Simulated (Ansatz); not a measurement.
Band-structure calculation, with input and output: HfO2

System: HfO2 (P4₂/mnm, 6 atoms in the cell).
Method: DFT PBE, scalar-relativistic, plane waves, PAW, no spin polarisation (Ansatz 0.2.0).

The structure derives from a Materials Project entry.

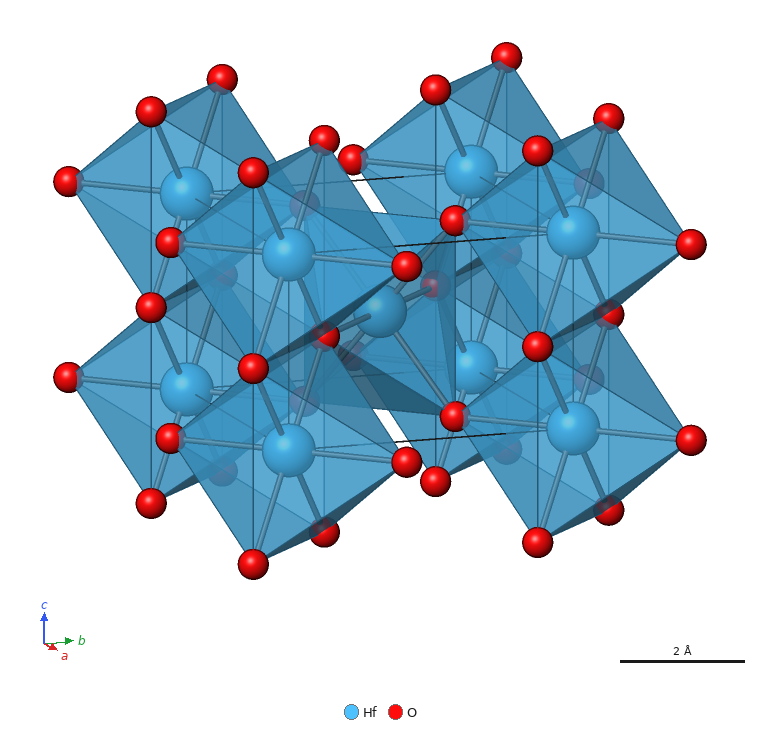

Fig. 1: The structure (polyhedral view of the cell of the calculation, seen slightly off an axis; polyhedra are completed across the faces of the cell).

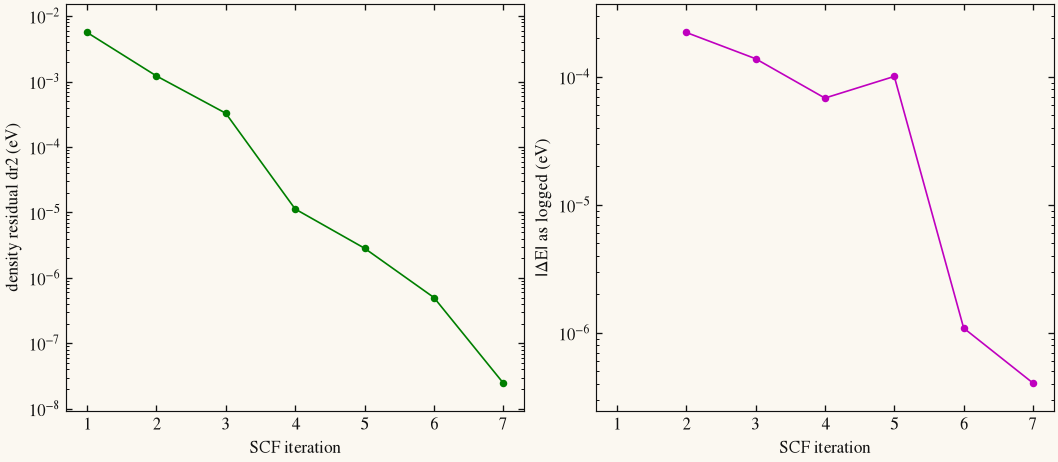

Fig. 2: Convergence of the self-consistent field: density residual dr2 and size of the energy change against the SCF iteration. The residual falls at every step.

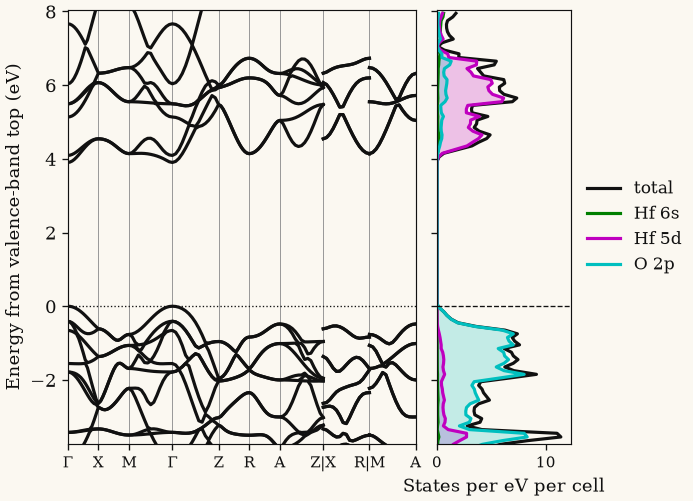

Fig. 3: Band structure along Γ–X–M–Γ–Z–R–A–Z|X–R|M–A and density of states (projected on Löwdin-orthogonalised atomic shells), with energies from the valence-band top. There is a gap of 3.90 eV on this path, direct, at Γ.

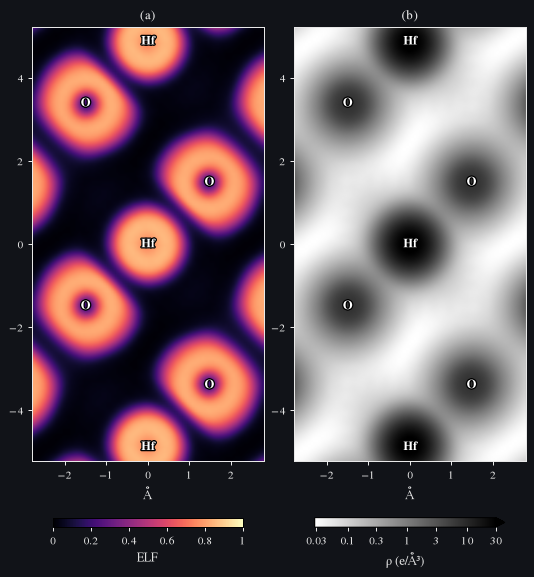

Fig. 4: (a) electron localisation function; (b) valence electron density on the (001) plane of the conventional cell. The plane passes through Hf and O nuclei. Hf–O (2.11 Å): ρ at the midpoint is about 0.72 e/Å³; the ELF peaks at about 0.85 in the valence shell of O, 0.6 Å from its nucleus, and drops to about 0.20 between the two atoms. Away from the nuclei the density in this plane falls to 0.03 e/Å³ at its lowest. The strong features right at Hf lie inside the PAW spheres (semicore, d or f shells) and say nothing about bonding. In a PAW calculation such maps are meaningful between the atoms, not at the nuclei.

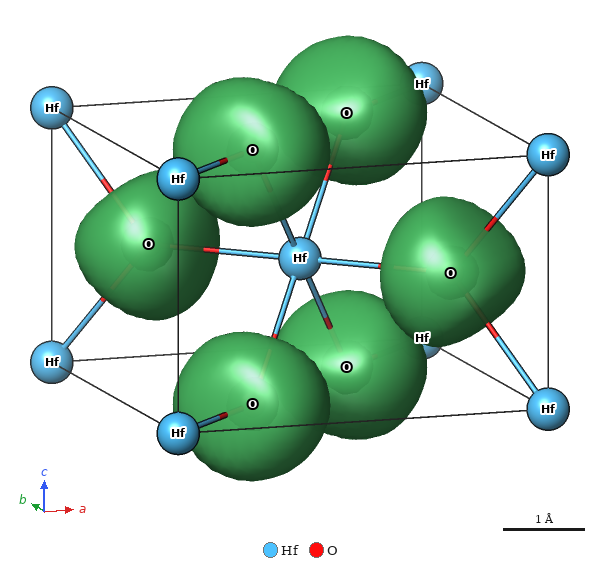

Fig. 5: Isosurface of the electron localisation function at 0.65 (green), seen slightly off an axis. Core shells and regions of very low density are left out. Sticks mark near contacts. The outline is the cell set on symmetry axes. Profiles from the grid: Hf–O (2.10 Å): the ELF peaks at about 0.80 in the valence shell of O, 0.6 Å from its nucleus, and drops to about 0.20 between the two atoms.

The input that produced these results follows, with the program's output.

## The input
```yaml
crystal:
  lattice:
    - [4.8803693812, 0.0, 0.0]
    - [0.0, 4.8803693812, 0.0]
    - [0.0, 0.0, 3.2376812173]
  atoms:
    - { symbol: Hf, position: [0.0, 0.0, 0.0] }
    - { symbol: Hf, position: [0.5, 0.5, 0.5] }
    - { symbol: O, position: [0.1948153545, 0.8051846455, 0.5] }
    - { symbol: O, position: [0.3051846455, 0.3051846455, 0.0] }
    - { symbol: O, position: [0.6948153545, 0.6948153545, 0.0] }
    - { symbol: O, position: [0.8051846455, 0.1948153545, 0.5] }
basis:
  ecutwfc: 420
kpoints:
  mp_grid: { grid: [6, 6, 8] }
  band_path:
    path:
      - [[0.0, 0.0, 0.0], [0.0, 0.5, 0.0], [0.5, 0.5, 0.0], [0.0, 0.0, 0.0], [0.0, 0.0, 0.5], [0.0, 0.5, 0.5], [0.5, 0.5, 0.5], [0.0, 0.0, 0.5]]
      - [[0.0, 0.5, 0.0], [0.0, 0.5, 0.5]]
      - [[0.5, 0.5, 0.0], [0.5, 0.5, 0.5]]
    npoints: 14
hamiltonian:
  xc: pbe
scf:
  occupations: { method: gaussian, width: 0.02 }
  n_extra_bands: 15
output:
  forces: true
  stress: true
  eigenvalues: true
  populations: true
  dos: { projected: true, de: 0.02, nscf_kmesh: { grid: [9, 9, 12] } }
  bader: true
  write_density: true
  write_potential: true
  elf: true
  volumetric_format: npy
```

Command:
```bash
ansatz run input.yaml --threads 1 --pin off --max-ram 2560MiB --backend cpu --events-out ev --progress --plain --runs-dir out
```

## Log
```
scf.n_extra_bands = 15 over 38 filled bands (N_el = 76.0): the run solves 53 bands
Engine: ansatz 0.2.0, x86_64-unknown-linux-gnu
Pseudopotentials: kind: paw
Pseudopotential: Hf, paw, valence charge 26, recommended cutoff 420 eV (normal), Hf.paw.azcp
Pseudopotential: O, paw, valence charge 6, recommended cutoff 420 eV (normal), O.paw.azcp
Functional definition: PBE
  parameter kappa = 0.804
  parameter beta = 0.06672455060314922
  exchange = pbe_x(kappa = kappa, mu = beta*pi^2/3)
  correlation = pbe_c(beta = beta)
Crystal: 6 atoms, lattice volume = 77.115 Å³
Basis set: ecut = 420 eV, 1503 PW (Γ), exchange–correlation on 72×72×48 points (8 copies of the dense FFT grid, shifted against one another)
Bands: 53, of which v1, the nominal top of the filled ones, is band 38 counted from 1 (37 counted from 0)
Symmetry: 16 space group operations
Space group: P42/mnm (ITA 136), of the structure as read, at distance tolerance 4.3e-5 Å
k-points: 50 of 288
Non-local potential: Hf, projectors of the file, l = 0: 3, l = 1: 2, l = 2: 2, l = 3: 3
Non-local potential: O, projectors of the file, l = 0: 2, l = 1: 2, l = 2: 1
PAW form: soft (Blöchl's): semilocal exchange-correlation on the pseudo side does not see the compensation charge
PAW one-centre angular grid: Hf, 590 points (default); XC on 64 Gauss nodes
PAW one-centre angular grid: O, 110 points (default); XC on 64 Gauss nodes
Initial density: superposition of atomic densities (neutral atoms: chi_scale 0, normalization atom), corrected by the library's trained network
Initial wavefunctions: pseudopotential atomic-orbital guess
Functional: x = pbe(κ = 0.804, μ = 0.2195149727645171), c = pbe(β = 0.06672455060314922)
SCF iter   1: F=—  HF=-33723.206036 eV  |F-HF|=—  |Δ(HF+E_count)|=         —  Δρ=2.97e-3  dr2=5.64e-3  ethr=1.77e-3  ⟨swp⟩=6.0  Hψ=8679  notcnv=0  defer=142
preconditioner: auto → Resta (q_TF=auto, 2.722 Å⁻¹)  ε∞=4.1  [insulator: Δε(μ)=3.931 eV  Ē_g=20.427 eV  σ=0.020 eV  W_gap=1.00  n_scr=30 (ndim 8)  ℏωp=35.9 eV  f_vac=0.094  D(μ)=0.00/eV (n_scr^D=0)  ε∞_Penn≈4.1]
SCF iter   2: F=—  HF=-33723.206259 eV  |F-HF|=—  |Δ(HF+E_count)|=   2.23e-4  Δρ=1.50e-3  dr2=1.22e-3  ethr=7.42e-6  ⟨swp⟩=2.0  Hψ=4876  notcnv=0  defer=421
SCF iter   3: F=—  HF=-33723.206398 eV  |F-HF|=—  |Δ(HF+E_count)|=   1.39e-4  Δρ=6.60e-4  dr2=3.28e-4  ethr=1.61e-6  ⟨swp⟩=2.0  Hψ=2826  notcnv=0  defer=421
SCF iter   4: F=—  HF=-33723.206466 eV  |F-HF|=—  |Δ(HF+E_count)|=   6.84e-5  Δρ=1.37e-4  dr2=1.13e-5  ethr=4.31e-7  ⟨swp⟩=2.0  Hψ=3951  notcnv=0  defer=421
SCF iter   5: F=—  HF=-33723.206365 eV  |F-HF|=—  |Δ(HF+E_count)|=   1.01e-4  Δρ=7.33e-5  dr2=2.84e-6  ethr=1.48e-8  ⟨swp⟩=2.0  Hψ=3953  notcnv=0  defer=421
SCF iter   6: F=—  HF=-33723.206366 eV  |F-HF|=—  |Δ(HF+E_count)|=   1.09e-6  Δρ=2.75e-5  dr2=5.01e-7  ethr=3.73e-9  ⟨swp⟩=2.2  Hψ=3644  notcnv=0  defer=421
SCF iter   7: F=-33723.206367 eV  HF=-33723.206367 eV  |F-HF|=1.52e-8  |Δ(HF+E_count)|=   4.05e-7  Δρ=5.52e-6  dr2=2.47e-8  ethr=1.32e-10  ⟨swp⟩=12.9  Hψ=18972  notcnv=0
SCF 1 converged in 7 iterations: F = -33723.206367 eV  dr2 = 2.47e-8
  greatest PAW one-centre occupation: 0.999 electrons in one spin orbital (limit 2), on the Hf atom at site 1 (counted from 0), in its partial waves of l = 0
NSCF: frozen V_eff on 129 k-points
NSCF: frozen V_eff on 105 k-points
SCF converged after 7 iterations
Free energy (F): -33723.206367 eV
Harris-Foulkes:  -33723.206367 eV  (|F-HF|=1.52e-8)
Internal energy: -33723.206367 eV  (E = F + TS)
E sigma→0 (E₀):  -33723.206367 eV
Fermi energy:    13.988578 eV
--- Per-component energies (eV) ---
  E_band       = -157.628878
  E_kinetic    = 1539.201189
  E_local      = -13152.279953  (includes V_loc(G=0)·N_el)
  E_nonlocal   = -2293.914169
  E_hartree    = 5974.831343
  E_xc         = -893.857156
  E_vxc        = -907.084273  (∫ρ·V_xc dr)
  E_paw        = -14486.849791  (= ΣΔE_a)
  E_vpaw       = 2706.783264  (= ΣTr[D̂ρ^β])
  E_aug_tail   = 0.009949  (compensation charges beyond the density's cutoff)
  E_ewald      = -10410.347779
  E_smearing   = -0.000000  (= −TS)
  E_closure    = 0.000000  (closes the sum)
  Σ components = -33723.206367   (vs F -33723.206367, Δ=0.00e0)
--- Forces (eV/Å), atoms counted from 1 ---
  atom   1  Hf     0.00000000     0.00000000     0.00000000
  atom   2  Hf     0.00000000    -0.00000000     0.00000000
  atom   3  O     -0.00080162     0.00080162     0.00000000
  atom   4  O      0.00080162     0.00080162     0.00000000
  atom   5  O     -0.00080162    -0.00080162     0.00000000
  atom   6  O      0.00080162    -0.00080162     0.00000000
  max |Σ_I F_I| component: 2.39e-18 eV/Å
--- Stress (GPa, compression-positive) ---
        0.019328       0.000000       0.000000
        0.000000       0.019328       0.000000
        0.000000       0.000000      -0.004868
  P = ⅓ Tr σ = 0.0113 GPa (0.113 kbar)
--- Band table (eV; the first three rows and the last of 50) ---
  k-point 0: bands = ["-48.4702", "-48.4621", "-17.3927", "-17.3927", "-17.1333", "-17.1333", "-17.0184", "-16.9660", "-5.4936", "-4.7412", "-3.7445", "-3.7445", "1.6458", "1.6458", "1.6535", "1.6797", "1.6797", "1.6834", "1.6844", "1.6844", "1.7075", "1.7135", "1.7308", "1.7341", "1.8150", "1.8150", "6.6519", "7.1735", "7.8977", "8.6134", "8.6134", "10.2530", "10.2530", "10.4816", "11.3806", "11.6291", "11.6291", "12.0375", "15.9396", "16.1303", "17.1732", "17.5311", "17.5311", "18.0741", "19.7028", "20.0907", "22.3060", "22.3060", "22.9117", "22.9117", "24.2290", "26.2991", "26.9432"]
  k-point 1: bands = ["-48.4672", "-48.4597", "-17.3693", "-17.3693", "-17.1315", "-17.1315", "-17.1027", "-17.0562", "-5.3236", "-4.6208", "-3.8397", "-3.8397", "1.6499", "1.6499", "1.6588", "1.6823", "1.6823", "1.6841", "1.6847", "1.6847", "1.7051", "1.7101", "1.7255", "1.7289", "1.8021", "1.8021", "6.8995", "7.3592", "8.0550", "8.5899", "8.5899", "10.0490", "10.4385", "10.4385", "10.8447", "11.4363", "11.4363", "11.9436", "16.2495", "16.5921", "17.0637", "17.4817", "17.4817", "18.4527", "19.4937", "20.3704", "22.2260", "22.2260", "23.5090", "23.5090", "24.1268", "26.3911", "26.9682"]
  k-point 2: bands = ["-48.4599", "-48.4541", "-17.3089", "-17.3089", "-17.2990", "-17.2665", "-17.1305", "-17.1305", "-4.9025", "-4.3496", "-4.0661", "-4.0661", "1.6607", "1.6607", "1.6764", "1.6812", "1.6843", "1.6843", "1.6893", "1.6893", "1.6993", "1.7021", "1.7065", "1.7331", "1.7724", "1.7724", "7.5469", "7.8033", "8.5115", "8.6384", "8.6384", "9.1717", "9.8348", "10.7482", "10.7482", "10.9609", "10.9609", "11.6002", "16.8627", "16.9161", "17.4269", "17.5589", "17.5589", "18.9380", "19.4610", "21.0305", "22.0598", "22.0598", "23.7867", "24.8800", "24.8800", "26.6434", "26.6948"]
  k-point 49: bands = ["-48.4478", "-48.4478", "-17.5534", "-17.5534", "-17.1837", "-17.1837", "-17.1732", "-17.1732", "-4.4312", "-4.4312", "-4.0724", "-4.0724", "1.6773", "1.6773", "1.6833", "1.6833", "1.6860", "1.6860", "1.6930", "1.6930", "1.6940", "1.6940", "1.7292", "1.7292", "1.7399", "1.7399", "8.0270", "8.0270", "8.1848", "8.1848", "9.0317", "9.0317", "10.0363", "10.0363", "11.0242", "11.0242", "11.5559", "11.5559", "17.0816", "17.0816", "17.7575", "17.7575", "18.3548", "18.3548", "21.1688", "21.1688", "22.0108", "22.0108", "23.2514", "23.2514", "24.9342", "24.9342", "25.0090"]
--- Löwdin populations: 6 sites ---
  site symbol       q [e]
     0     Hf     24.5266
     1     Hf     24.5266
     2      O      6.6887
     3      O      6.6887
     4      O      6.6887
     5      O      6.6887
  spilling = 0.002526 (of n_electrons = 76.000000)
--- Bader charges: 6 sites ---
  site symbol  charge [e]  shift [e]
     0     Hf      2.6630     0.0057
     1     Hf      2.6630     0.0057
     2      O     -1.3315     0.0028
     3      O     -1.3315     0.0028
     4      O     -1.3315     0.0028
     5      O     -1.3315     0.0028
  estimated error of the sums over rays = 2.3e-4 e
```

## File bader_charges.tsv
```
# site	symbol	x_ang	y_ang	z_ang	partial_charge_e	electrons	volume_ang3	relative_density_drop	shared_charge_e	partial_wave_shift_e
# quadrature_error_electrons = 2.3e-4
0	Hf	0.0000	0.0000	0.0000	2.66297	69.33703	10.41	-	2.66297	0.00568
1	Hf	2.4402	2.4402	1.6188	2.66297	69.33703	10.41	-	2.66297	0.00568
2	O	0.9508	3.9296	1.6188	-1.33148	9.33148	14.07	-	-1.33148	0.00284
3	O	1.4894	1.4894	0.0000	-1.33149	9.33149	14.07	-	-1.33149	0.00284
4	O	3.3910	3.3910	0.0000	-1.33148	9.33148	14.07	-	-1.33148	0.00284
5	O	3.9296	0.9508	1.6188	-1.33149	9.33149	14.07	-	-1.33149	0.00284
```

## File populations.tsv
```
# site	symbol	l	j	q
# orbitals = lowdin
# n_electrons = 76.000000
# spilling = 0.002526
0	Hf	0_5S	-	1.970267
0	Hf	0_6S	-	0.433734
0	Hf	1_5P	-	5.985875
0	Hf	2_5D	-	2.139330
0	Hf	3_4F	-	13.997411
1	Hf	0_5S	-	1.970267
1	Hf	0_6S	-	0.433734
1	Hf	1_5P	-	5.985875
1	Hf	2_5D	-	2.139330
1	Hf	3_4F	-	13.997411
2	O	0_2S	-	1.701386
2	O	1_2P	-	4.987317
3	O	0_2S	-	1.701386
3	O	1_2P	-	4.987317
4	O	0_2S	-	1.701386
4	O	1_2P	-	4.987317
5	O	0_2S	-	1.701386
5	O	1_2P	-	4.987317
```

## Results in brief

- outcome: converged
- space group (tolerance 0.01 Å): P4₂/mnm (136)
- electrons treated: 76
- free energy: −33723.2064 eV
- Fermi energy: 13.989 eV
- gap on the k-point mesh: 3.90 eV
- gap on the band path: 3.90 eV
- pressure: 0.01 GPa
- largest force (length of the vector): 0.001 eV/Å
- hardware: 1 thread of Intel Xeon @ 2.90GHz (Ice Lake), 176 GiB of memory available, shared host
- wall time: 76 s
- peak memory: 0.61 GiB

## Remarks

Spin–orbit coupling is left out, which matters for Hf.
